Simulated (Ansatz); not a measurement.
## GdHO2: density-of-states calculation (part 2 of 2)

Continued. System: GdHO2 (disordered cell, 16 atoms in the cell). Method: DFT PBEsol, scalar-relativistic, plane waves, PAW, spin-polarised (Ansatz 0.2.0); cutoff 420 eV, 2×2×2 k-mesh, Gaussian smearing of 0.05 eV, collinear spins. The structure derives from a Materials Project entry. It belongs to a series of runs on one base structure; here: the glass on a finer mesh.

Geometry of the input (Å; fractional positions):
```
5.7492  0.0000  0.0000
0.0000  5.7492  0.0000
0.0000  0.0000  5.7492
Gd 0.4651  0.5520  0.5339
Gd 0.8371  0.5199  1.0460
Gd 0.9631  0.0282  0.4596
Gd 0.3462  0.0286  0.9744
H  0.9275  0.9612  0.9055
H  0.3219  0.6573  0.1250
H  0.5948  0.1954  0.6784
H  0.4589  0.1813  0.3756
O  0.0445  0.2019  0.1257
O  0.3143  0.1610  0.6085
O  0.2275  0.7279  0.2568
O  0.7473  0.7214  0.3657
O  0.5555  0.2522  0.2431
O  0.7492  0.2661  0.7188
O  1.0014  0.8303  0.8219
O  0.4997  0.6733  0.8902
```

### Output, continued
```
  k-point 1 ↑: bands = ["-33.7669", "-33.7532", "-33.7424", "-33.6912", "-12.2144", "-12.0940", "-12.0599", "-11.9211", "-11.7999", "-11.6692", "-11.3559", "-11.2784", "-11.2583", "-11.2339", "-11.2276", "-11.2043", "-9.0369", "-8.9644", "-8.5801", "-8.3743", "-6.9805", "-6.7237", "-6.0217", "-5.7021", "2.4970", "2.7842", "3.0024", "3.3338", "5.1152", "5.3863", "5.6743", "5.7984", "5.8288", "5.9544", "6.0482", "6.0776", "6.1860", "6.2322", "6.3294", "6.3893",
      "6.4571", "6.5130", "6.5601", "6.6016", "6.6129", "6.6596", "6.6822", "6.7221", "6.7517", "6.7791", "6.7845", "6.7952", "6.7973", "6.8169", "6.8248", "6.8445", "6.8526", "6.8781", "6.8979", "6.9426", "6.9960", "7.0667", "7.1068", "7.1701", "7.2749", "7.3907", "7.4983", "7.6605", "7.7780", "7.8602", "7.8968", "8.0132", "8.0953", "8.2557", "8.3987", "8.5667", "13.2982", "13.7071", "13.9267", "14.1672",
      "14.2390", "14.5080", "14.5346", "14.7737", "15.0753", "15.2964", "15.4280", "15.5370", "16.0039", "16.0797", "16.4059", "16.7842", "17.0034", "17.2517", "17.6590", "17.8024", "18.0662", "18.5068", "18.8170", "18.9880", "19.7902", "20.3431", "20.4271", "20.7806", "21.2409", "21.4675", "21.9050", "22.0809", "22.3918", "22.5599", "22.7158", "22.9826", "23.6639", "24.0880", "24.4088", "25.0158", "25.6669", "26.2525", "26.4345", "26.6376",
      "26.9321", "27.1342", "27.6668", "27.9003", "28.1378", "28.3719", "28.6380", "28.7779", "29.1904", "29.8106", "30.0691", "30.3677", "30.6217", "31.0230", "31.0673", "31.6112", "31.7686", "32.2568", "32.7065", "32.9850", "33.5761", "33.6775", "33.8037", "33.9506", "34.4567", "34.6756", "34.9118", "35.0506", "35.4246", "35.5453", "35.7849", "35.8306", "36.3456", "36.4134", "36.8599", "37.3870", "37.6063", "37.8828", "38.1734", "38.1921",
      "38.7905", "38.8329", "39.0916", "39.5075", "39.6750", "39.9921", "40.0878", "40.1255", "40.2320", "40.5798", "40.9704", "41.0970", "41.3740", "41.4792"]
  k-point 2 ↑: bands = ["-33.7702", "-33.7591", "-33.7351", "-33.6892", "-12.0756", "-12.0374", "-11.8977", "-11.8278", "-11.8140", "-11.7688", "-11.5498", "-11.4929", "-11.2834", "-11.2508", "-11.2211", "-11.1911", "-8.9741", "-8.7982", "-8.7313", "-8.6117", "-6.6829", "-6.2909", "-6.1425", "-6.0589", "2.4631", "2.9283", "3.1088", "3.2186", "5.2944", "5.3981", "5.5925", "5.7253", "5.8795", "6.0015", "6.0986", "6.1376", "6.2492", "6.2803", "6.3018", "6.3364",
      "6.4132", "6.4238", "6.4777", "6.5014", "6.5985", "6.6447", "6.6985", "6.7294", "6.7706", "6.7881", "6.7930", "6.8002", "6.8143", "6.8318", "6.8444", "6.8605", "6.8761", "6.8811", "6.9105", "6.9516", "7.0456", "7.0745", "7.1211", "7.1576", "7.2557", "7.2949", "7.3289", "7.4415", "7.6686", "7.7724", "7.9841", "8.1170", "8.2575", "8.3326", "8.4551", "8.5231", "13.3995", "13.6189", "13.7586", "14.0369",
      "14.2643", "14.4516", "14.8106", "14.8896", "15.3365", "15.4723", "15.5723", "15.7648", "15.7858", "16.1949", "16.3623", "16.4062", "16.7732", "16.9659", "17.3444", "17.5090", "17.9377", "18.1057", "18.7367", "19.1472", "20.0878", "20.4008", "20.5918", "20.8735", "20.9812", "21.0751", "21.8640", "22.1209", "22.6602", "22.9185", "23.2243", "23.4796", "23.8177", "23.9195", "24.3496", "24.7313", "25.2778", "25.8980", "26.2583", "26.6058",
      "27.0425", "27.4577", "27.7230", "27.9418", "28.1131", "28.8306", "28.9491", "29.2705", "29.7730", "30.1672", "30.3890", "30.8157", "31.0469", "31.3490", "31.5542", "31.7540", "31.7918", "32.5593", "32.7320", "32.9792", "33.0290", "33.2946", "33.4523", "33.5720", "33.6026", "34.0628", "34.5720", "34.6402", "35.1514", "35.3933", "35.5635", "35.8838", "36.5838", "36.7925", "36.9537", "37.3586", "37.6940", "37.8238", "38.1438", "38.2509",
      "38.6260", "38.8328", "38.9732", "39.1917", "39.3352", "39.7854", "39.9913", "40.0505", "40.3133", "40.5178", "40.6050", "40.8701", "40.9313", "41.1242"]
  k-point 7 ↓: bands = ["-30.7465", "-30.7364", "-30.7211", "-30.6782", "-11.1159", "-10.9731", "-10.8690", "-10.5953", "-9.6816", "-9.4758", "-9.2946", "-9.2450", "-9.1341", "-9.0973", "-9.0846", "-9.0428", "-8.7070", "-8.5732", "-7.7496", "-7.7405", "-6.5813", "-6.1507", "-5.2410", "-5.0082", "2.7123", "2.9665", "3.0810", "3.4399", "5.3516", "5.7597", "5.9446", "6.0421", "6.1131", "6.3016", "6.5063", "6.5911", "6.6589", "6.8789", "7.0350", "7.1413",
      "7.3667", "7.4977", "7.5286", "7.6752", "7.7094", "7.8306", "7.9787", "8.0975", "11.8529", "11.8660", "11.8913", "11.9094", "11.9261", "11.9377", "11.9466", "11.9563", "11.9751", "11.9852", "11.9965", "12.0115", "12.0164", "12.0373", "12.0426", "12.0511", "12.0792", "12.0934", "12.1109", "12.1351", "12.1453", "12.1587", "12.1818", "12.2043", "12.2263", "12.2618", "12.2840", "12.3455", "13.6727", "13.8441", "14.0554", "14.5391",
      "14.9959", "15.1358", "15.4621", "15.8322", "16.0320", "16.3831", "16.5071", "16.6945", "16.9894", "17.0556", "17.3835", "17.5368", "17.8317", "18.2050", "18.3828", "18.5882", "18.9433", "18.9778", "19.2392", "19.4927", "19.8045", "19.9385", "20.1485", "20.3855", "21.9164", "22.1883", "22.3205", "22.5742", "23.1702", "24.0079", "24.2639", "24.5565", "25.0147", "25.5351", "25.8160", "26.0182", "26.6722", "26.8725", "27.0707", "27.2703",
      "27.4830", "27.7762", "27.9760", "28.4456", "28.8539", "29.1295", "29.3894", "29.6961", "30.0288", "30.2425", "30.3926", "31.1783", "31.3444", "31.5127", "31.6169", "31.7367", "31.7756", "32.3482", "32.6602", "32.9019", "33.3043", "33.4103", "33.7586", "34.0557", "34.5303", "34.5540", "35.1405", "35.4402", "35.6542", "35.8366", "35.9572", "36.4070", "36.6511", "36.7851", "36.9376", "37.0805", "37.3162", "37.5108", "37.8431", "38.2220",
      "38.3729", "38.6344", "38.7330", "39.1472", "39.2417", "39.4204", "39.7851", "39.8528", "40.1526", "40.5746", "40.6811", "40.8204", "41.1255", "41.5702"]
--- Löwdin populations: 16 sites ---
  site symbol       q [e]    m [muB]
     0     Gd     17.0011     6.9588
     1     Gd     16.9509     6.9590
     2     Gd     16.9633     6.9542
     3     Gd     17.0189     6.9534
     4      H      0.6294     0.0005
     5      H      0.6397     0.0004
     6      H      0.6668     0.0006
     7      H      0.6531     0.0005
     8      O      6.6026     0.0342
     9      O      6.6745     0.0167
    10      O      6.6516     0.0118
    11      O      6.5728     0.0264
    12      O      6.6585     0.0143
    13      O      6.6581     0.0111
    14      O      6.6458     0.0187
    15      O      6.6297     0.0274
  spilling = 0.003090 (of n_electrons = 124.000000)
--- Bader charges: 16 sites ---
  site symbol  charge [e]  shift [e]    m [muB]
     0     Gd      2.0274     0.0004     6.9503
     1     Gd      2.1005     0.0009     6.9511
     2     Gd      2.0830     0.0010     6.9471
     3     Gd      2.0341     0.0010     6.9457
     4      H      0.5679     0.0014     0.0011
     5      H      0.5813     0.0013     0.0010
     6      H      0.5479     0.0013     0.0017
     7      H      0.5826     0.0000     0.0010
     8      O     -1.3016     0.0004     0.0357
     9      O     -1.3332     0.0007     0.0235
    10      O     -1.3334     0.0011     0.0194
    11      O     -1.2873     0.0002     0.0297
    12      O     -1.3405     0.0008     0.0210
    13      O     -1.3122     0.0010     0.0177
    14      O     -1.3016     0.0019     0.0230
    15      O     -1.3149     0.0011     0.0311
  estimated error of the sums over rays = 3.7e-4 e
--- Occupation matrices: 4 shells (Löwdin-built; ε = 2.00e-2, provisional) ---
  Gd0 f_4F: site group C1 (1)
  Gd0 f_4F up     Tr n = 6.9935  λ = 0.997 0.999 0.999 0.999 1.000 1.000 1.000  [7× z3 0.14 A(1.00)]
  Gd0 f_4F dn     Tr n = 0.1430  λ = 0.005 0.009 0.015 0.020 0.025 0.033 0.036  [7× z3 0.14 A(1.00)]
  Gd1 f_4F: site group C1 (1)
  Gd1 f_4F up     Tr n = 6.9951  λ = 0.998 0.999 0.999 0.999 1.000 1.000 1.000  [7× z3 0.14 A(1.00)]
  Gd1 f_4F dn     Tr n = 0.1299  λ = 0.006 0.010 0.013 0.016 0.020 0.029 0.036  [7× z3 0.14 A(1.00)]
  Gd2 f_4F: site group C1 (1)
  Gd2 f_4F up     Tr n = 6.9950  λ = 0.998 0.999 0.999 0.999 1.000 1.000 1.000  [7× z3 0.14 A(1.00)]
  Gd2 f_4F dn     Tr n = 0.1348  λ = 0.005 0.011 0.012 0.015 0.019 0.032 0.042  [7× z3 0.14 A(1.00)]
  Gd3 f_4F: site group C1 (1)
  Gd3 f_4F up     Tr n = 6.9938  λ = 0.998 0.999 0.999 0.999 0.999 1.000 1.000  [7× z3 0.14 A(1.00)]
  Gd3 f_4F dn     Tr n = 0.1417  λ = 0.006 0.010 0.014 0.018 0.024 0.033 0.036  [7× z3 0.14 A(1.00)]
  Tr n, λ and their labels are of the run-group-symmetrised matrices; stabiliser: 1 of 2 elements of G0×{1,Θ} (closed), max defect 8.3e-16 at τ = 4.2e-3
```

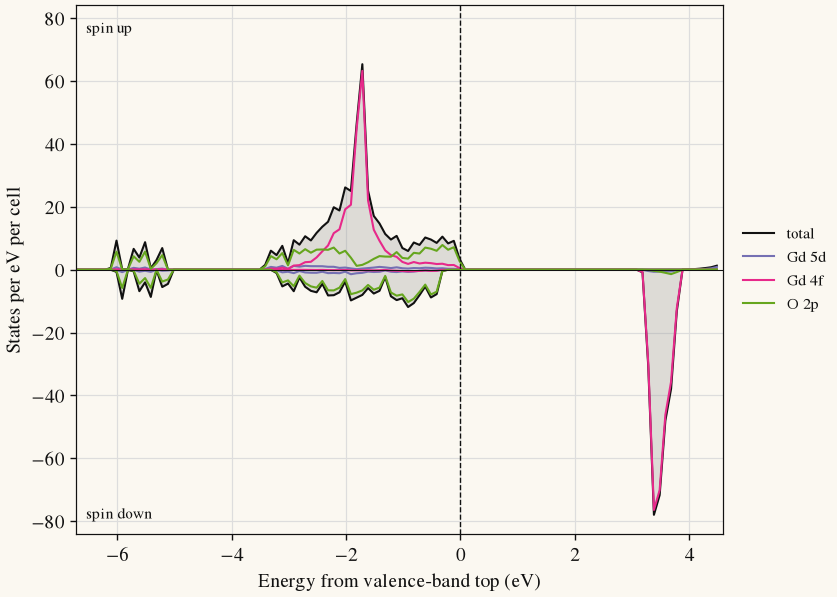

*Density of states (projected on Löwdin-orthogonalised atomic shells), with energies from the valence-band top.*

There is a gap of 3.17 eV on the k-point mesh.

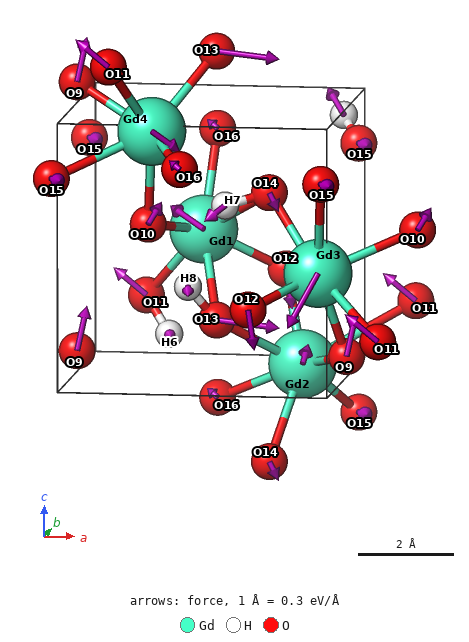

*Forces on the atoms as pink arrows (ball-and-stick view of the cell of the calculation, seen at an oblique angle; bonded neighbours outside the cell are drawn too; atoms are numbered from 1 in the order of the input).*

The largest act on O13 (0.41 eV/Å); Gd3 (0.41 eV/Å); Gd1 (0.34 eV/Å); O15 (0.32 eV/Å), among others. The geometry is not a stationary point of this energy.

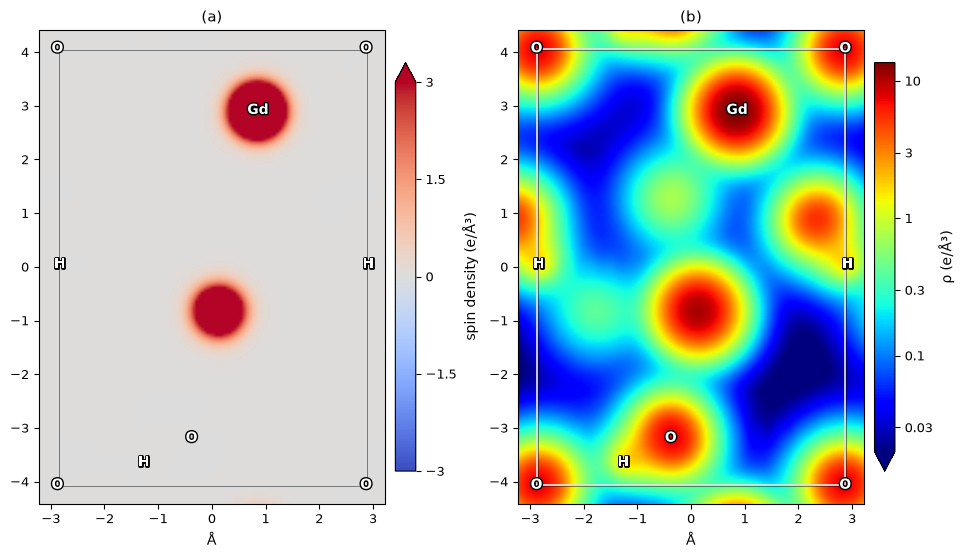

*(a) spin density; (b) valence charge density (pseudo) on the (011̄) plane of the calculation cell.*

O–H (1.00 Å): the density is about 3.5 e/Å³ at the midpoint. Gd–O (2.32 Å): ρ is about 0.47 e/Å³ halfway. Away from the nuclei the density in this plane falls to 0.02 e/Å³ at its lowest. The cell of the calculation (16 atoms) carries 28.0 μB net. The fields are those of the smooth PAW valence density.

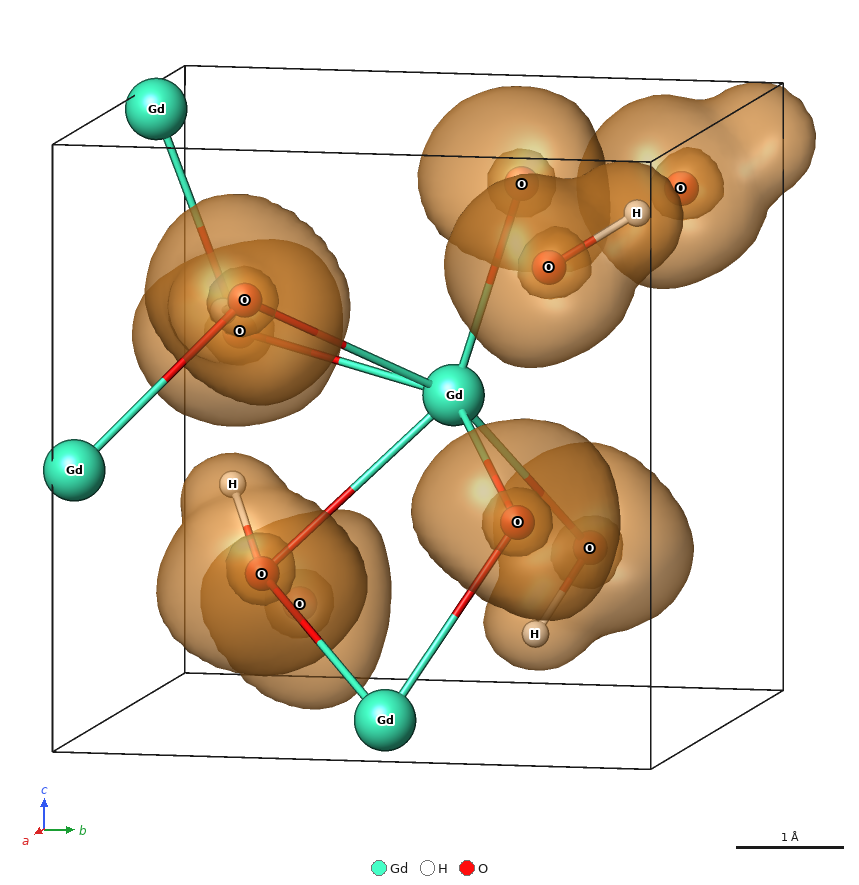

*Isosurface of the electron localisation function at 0.65 (orange), seen slightly off an axis. Only the valence region is drawn (cores and ρ < 0.01 e/Å³ removed). Sticks mark near contacts. The outline is the calculation cell.*

Profiles from the grid: O–H (0.99 Å): the ELF climbs to about 1 towards the hydrogen, as it does in any bond to H; a covalent bond by its length. Gd–O (2.13 Å): the ELF peaks at about 0.80 in the valence shell of O, 0.6 Å from its nucleus, and drops to about 0.20 between the two atoms.
